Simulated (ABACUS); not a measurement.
**Band-structure run, with input and output: NaCl (part 2 of 2)**

The same run, continued: NaCl (Fm-3m, 2 atoms in the cell); Kohn-Sham DFT of a periodic cell, HCTH407, SSSP 1.3 efficiency PBE, no spin polarisation (ABACUS 3.10.1); cutoff 748.31 eV, fermi-dirac of 0.05 eV. The structure derives from a Materials Project entry. It belongs to a series of runs on one base structure; here: bands on the converged density.

Geometry of the input (Å; fractional positions):
```
0.0000  2.7941  2.7941
2.7941  0.0000  2.7941
2.7941  2.7941  0.0000
Cl 0.5000  0.5000  0.5000
Na 0.0000  0.0000  0.0000
```

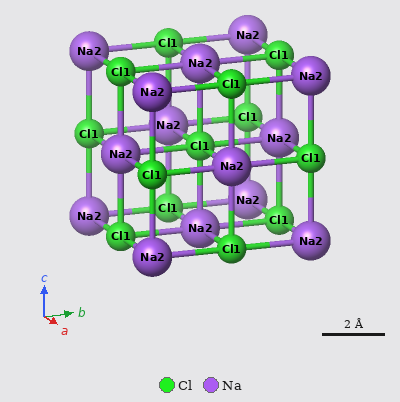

Fig. 1: The input geometry (ball-and-stick view of the cell 4 times as large as that of the calculation, set on its symmetry axes, seen slightly off an axis; atoms are numbered from 1 in the order of the input).

The program's output, continued
```
 Init Non-Local PseudoPotential table :
 Init Non-Local-Pseudopotential done.

                                     npwx = 2085

 Make real space PAO into reciprocal space.
       max mesh points in Pseudopotential = 729
     dq(describe PAO in reciprocal space) = 0.01
                                    max q = 894

 number of pseudo atomic orbitals for Cl is 2

 number of pseudo atomic orbitals for Na is 3
WARNING: norm of atomic wavefunction # 3 of atomic type Na is 0.99685, renormalized

 -------------------------------------------
 NONSELF-CONSISTENT
 -------------------------------------------
                                 init_chg = file
 try to read charge from file
 Read in the charge density: OUT.NaCl//NaCl-CHARGE-DENSITY.restart

 PW ALGORITHM --------------- ION=   1  ELEC=   1--------------------------------
 k(1/102) Iter steps (avg)=13 threshold=1e-07
 k(2/102) Iter steps (avg)=12 threshold=1e-07
 k(3/102) Iter steps (avg)=13 threshold=1e-07
 k(4/102) Iter steps (avg)=14 threshold=1e-07
 k(5/102) Iter steps (avg)=15 threshold=1e-07
 k(6/102) Iter steps (avg)=19 threshold=1e-07
 k(7/102) Iter steps (avg)=29 threshold=1e-07
 k(8/102) Iter steps (avg)=29 threshold=1e-07
 k(9/102) Iter steps (avg)=39 threshold=1e-07
 k(10/102) Iter steps (avg)=42 threshold=1e-07
 k(11/102) Iter steps (avg)=31 threshold=1e-07
 k(12/102) Iter steps (avg)=31 threshold=1e-07
 k(13/102) Iter steps (avg)=29 threshold=1e-07
 k(14/102) Iter steps (avg)=26 threshold=1e-07
 k(15/102) Iter steps (avg)=23 threshold=1e-07
 k(16/102) Iter steps (avg)=25 threshold=1e-07
 k(17/102) Iter steps (avg)=27 threshold=1e-07
 k(18/102) Iter steps (avg)=28 threshold=1e-07
 k(19/102) Iter steps (avg)=25 threshold=1e-07
 k(20/102) Iter steps (avg)=31 threshold=1e-07
 k(21/102) Iter steps (avg)=24 threshold=1e-07
 k(22/102) Iter steps (avg)=31 threshold=1e-07
 k(23/102) Iter steps (avg)=31 threshold=1e-07
 k(24/102) Iter steps (avg)=30 threshold=1e-07
 k(25/102) Iter steps (avg)=31 threshold=1e-07
 k(26/102) Iter steps (avg)=34 threshold=1e-07
[... levels at 26 k points of this process ...]

 Density error is 0.00000000000
                          Error Threshold = 1.00000000000e-07
----------------------------------------------------------
     Energy           Rydberg                 eV
----------------------------------------------------------
 E_KohnSham     -129.6346093265      -1763.7693448442
 E_KS(sigma->0) -129.6346093265      -1763.7693448442
 E_Harris       -129.6346093265      -1763.7693448442
 E_band         -17.5543901234       -238.8397305937
 E_one_elec     -80.9935771440       -1101.9741505612
 E_Hartree      45.5922638502        620.3145730821
 E_xc           -24.7885580517       -337.2656347065
 E_Ewald        -69.4447379810       -944.8441326586
 E_entropy(-TS) 0.0000000000         0.0000000000
 E_descf        0.0000000000         0.0000000000
 E_exx          0.0000000000         0.0000000000
 E_Fermi        0.3121148266         4.2465400723
----------------------------------------------------------

 charge density convergence is achieved
 final etot is -1763.7693448 eV
 EFERMI = 4.2465400723 eV

 STATE ENERGY(eV) AND OCCUPATIONS    NSPIN == 1
 1/26 kpoint (Cartesian) = 0.0000 0.0000 0.0000 (2085 pws)
       1       -48.3985      0.0196078
       2       -20.2462      0.0196078
       3       -20.2462      0.0196078
       4       -20.2462      0.0196078
       5       -11.5758      0.0196078
       6        1.12153      0.0196078
       7        1.12153      0.0196078
       8        1.12153      0.0196078
       9        7.11791    2.24926e-27
      10        12.6686    1.37785e-75
      11        12.6686    1.37785e-75
      12        12.6686    1.37784e-75
      13        14.6061        0.00000
      14        14.6061        0.00000
      15        17.2792        0.00000
      16        19.2128        0.00000
      17        19.2128        0.00000
      18        19.2128        0.00000

 2/26 kpoint (Cartesian) = 0.0000 0.017895 0.0000 (2037 pws)
       1       -48.3985      0.0196078
       2       -20.2468      0.0196078
       3       -20.2464      0.0196078
       4       -20.2464      0.0196078
       5       -11.5656      0.0196078
       6        1.05729      0.0196078
       7        1.10568      0.0196078
       8        1.10568      0.0196078
       9        7.22709    2.53318e-28
      10        12.5297    2.21865e-74
      11        12.7297    4.05703e-76
      12        12.7297    4.05702e-76
      13        14.4559        0.00000
      14        14.6388        0.00000
      15        17.5058        0.00000
      16        19.2754        0.00000
      17        19.2754        0.00000
      18        19.3408        0.00000

 3/26 kpoint (Cartesian) = 0.0000 0.035790 0.0000 (2029 pws)
       1       -48.3984      0.0196078
       2       -20.2487      0.0196078
       3       -20.2469      0.0196078
       4       -20.2469      0.0196078
       5       -11.5362      0.0196078
       6       0.883203      0.0196078
       7        1.06024      0.0196078
       8        1.06024      0.0196078
       9        7.53307    5.57180e-31
      10        12.1805    2.39079e-71
      11        12.9098    1.10738e-77
      12        12.9098    1.10738e-77
      13        14.0597    1.13903e-87
      14        14.7358        0.00000
      15        18.1169        0.00000
      16        19.4615        0.00000
      17        19.4615        0.00000
      18        19.6914        0.00000

 4/26 kpoint (Cartesian) = 0.0000 0.053685 0.0000 (2021 pws)
       1       -48.3983      0.0196078
       2       -20.2514      0.0196078
       3       -20.2477      0.0196078
       4       -20.2477      0.0196078
       5       -11.4911      0.0196078
       6       0.642468      0.0196078
       7       0.991177      0.0196078
       8       0.991177      0.0196078
       9        7.98214    7.00479e-35
      10        11.7398    1.60836e-67
      11        13.1996    3.36639e-80
      12        13.1996    3.36639e-80
      13        13.5316    4.40204e-83
      14        14.8932        0.00000
      15        18.9905        0.00000
      16        19.7627        0.00000
      17        19.7627        0.00000
      18        20.2049        0.00000

 5/26 kpoint (Cartesian) = 0.0000 0.071580 0.0000 (2009 pws)
       1       -48.3982      0.0196078
       2       -20.2544      0.0196078
       3       -20.2488      0.0196078
       4       -20.2488      0.0196078
       5       -11.4355      0.0196078
       6       0.380380      0.0196078
       7       0.906934      0.0196078
       8       0.906934      0.0196078
       9        8.50408    2.05049e-39
      10        11.2902    1.29406e-63
      11        12.9881    2.31299e-78
      12        13.5861    1.48056e-83
      13        13.5861    1.48056e-83
      14        15.1041        0.00000
      15        20.0369        0.00000
      16        20.1492        0.00000
      17        20.1492        0.00000
      18        20.8380        0.00000

 6/26 kpoint (Cartesian) = 0.0000 0.089475 0.0000 (2020 pws)
       1       -48.3980      0.0196078
       2       -20.2575      0.0196078
       3       -20.2500      0.0196078
       4       -20.2500      0.0196078
       5       -11.3756      0.0196078
       6       0.131714      0.0196078
       7       0.816902      0.0196078
       8       0.816902      0.0196078
       9        9.00925    8.39510e-44
      10        10.8760    5.12469e-60
      11        12.5463    1.59207e-74
      12        14.0546    1.26031e-87
      13        14.0546    1.26030e-87
      14        15.3572        0.00000
      15        20.5051        0.00000
      16        20.5051        0.00000
      17        21.1983        0.00000
      18        21.5510        0.00000

[... levels at 20 further k points ...]

 --------------------------------------------
 !FINAL_ETOT_IS -1763.769344844230 eV
 --------------------------------------------

 Output bands in file: OUT.NaCl/BANDS_1.dat
```

Standard output
```
ABACUS v3.10.1

               Atomic-orbital Based Ab-initio Computation at UStc                    Local thread limit: 96

 dft_functional readin is: GGA_XC_HCTH_407
 dft_functional in pseudopot file is: PBE
 Please make sure this is what you need
 dft_functional readin is: GGA_XC_HCTH_407
 dft_functional in pseudopot file is: PBE
 Please make sure this is what you need

%%%%%%%%%%%%%%%%%%%%%%%%%%%%%%%%%%%%%%%%%%%%%%%%%%%%%%%%%%%%%%%%%%%%%%%%%%%%%%%%%%%%%%%%%%%%%%%%%%%%%%%%%
 Warning: the number of valence electrons in pseudopotential > 1 for Na: [Ne] 3s1
 Pseudopotentials with additional electrons can yield (more) accurate outcomes, but may be less efficient.
 If you're confident that your chosen pseudopotential is appropriate, you can safely ignore this warning.
%%%%%%%%%%%%%%%%%%%%%%%%%%%%%%%%%%%%%%%%%%%%%%%%%%%%%%%%%%%%%%%%%%%%%%%%%%%%%%%%%%%%%%%%%%%%%%%%%%%%%%%%%

 UNIFORM GRID DIM        : 36 * 36 * 36
 UNIFORM GRID DIM(BIG)   : 50 * 50 * 50
 UNIFORM GRID DIM(DENSE) : 50 * 50 * 50
func,idGGA_XC_HCTH_407 164
 ---------------------------------------------------------
 ---------------------------------------------------------
 SPIN    KPOINTS         PROCESSORS  THREADS
 1       102             4           4
 ---------------------------------------------------------
 Use plane wave basis
 ---------------------------------------------------------
 ELEMENT NATOM       XC
 Cl      1
 Na      1
 ---------------------------------------------------------
 Initial plane wave basis and FFT box
 ---------------------------------------------------------
 -------------------------------------------
 NONSELF-CONSISTENT :
 -------------------------------------------
 START CHARGE      : file
 ITER       ETOT/eV          EDIFF/eV         DRHO     TIME/s
 DA1     -1.76376934e+03   0.00000000e+00   0.0000e+00   8.14
```

Results in brief

| quantity | value |
| --- | --- |
| outcome | converged |
| space group (tolerance 0.01 Å) | Fm-3m (225) |
| electrons treated | 16 |
| Fermi energy of the self-consistent step | 4.144 eV |
| gap on the band path | 6.00 eV |
| hardware | 4 threads of Intel Xeon @ 2.90GHz (Ice Lake), 64 GiB of memory available, shared host |
| wall time | 12 s (CPU time 46 s) |
| peak memory | 0.92 GiB |
